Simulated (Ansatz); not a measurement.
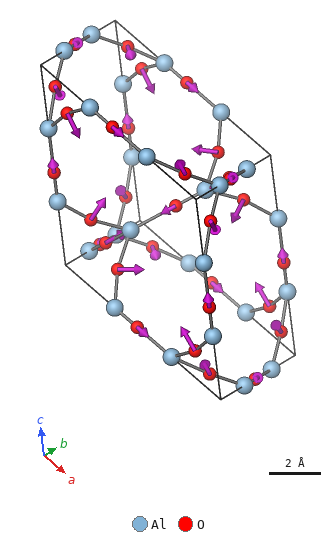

This is a relaxation of a crystal of AlO2 (a generated structure, set up in I-43m) (coarse preliminary run). The starting structure is drawn; purple arrows show the displacements (the part carried along by the change of the cell is left out), 2 times their true length.

A ball-and-stick model of the cell of the calculation, seen slightly off an axis.

Method: DFT PBE, scalar-relativistic, plane waves, PAW (Ansatz 0.2.0). Settings: plane-wave cutoff 420 eV; k-point mesh 2 × 2 × 2; occupations gaussian; smearing width 0.1 eV; no spin polarisation; cell and atoms relaxed; force threshold 0.04 eV/Å; at most 70 steps.

**What did the optimiser do to the structure, and how much energy did it gain?**

After 5 accepted moves (6 points after the start) the energy has fallen by 1338 meV per atom. Largest force component: 18 eV/Å at the start, 0.024 eV/Å at the end. Pressure: 22.45 GPa at the start and 0.04 GPa at the end. At 1 point the geometry stayed and the basis and grid were re-selected for the new cell (energy shift of 4.3 meV per atom at most each time). The largest moves relative to the cell, 0.57 Å, are those of O atoms. Largest moves by element: O 0.57 Å, Al 0.01 Å. Cell: a = b = c 9.192 → 9.385 Å (+2.1 %). Volume +6.5 %. Near-neighbour distances that change, for instance: Al–O 1.330 → 1.729 Å, Al–O 2.030 → 1.729 Å, Al–O 1.661 → 1.751 Å, Al–O 1.730 → 1.751 Å. Among the angles between lasting bonds that change: O–Al–O 79.7° → 105.7°, O–Al–O 132.3° → 113.0°, Al–O–Al 166.3° → 155.5°. The space group (tolerance 0.01 Å) goes from I-43m (No. 217) to Im-3m (No. 229). Cost: 72 s on 1 thread of Arm Neoverse V2 (shared host), peak memory 0.76 GiB.
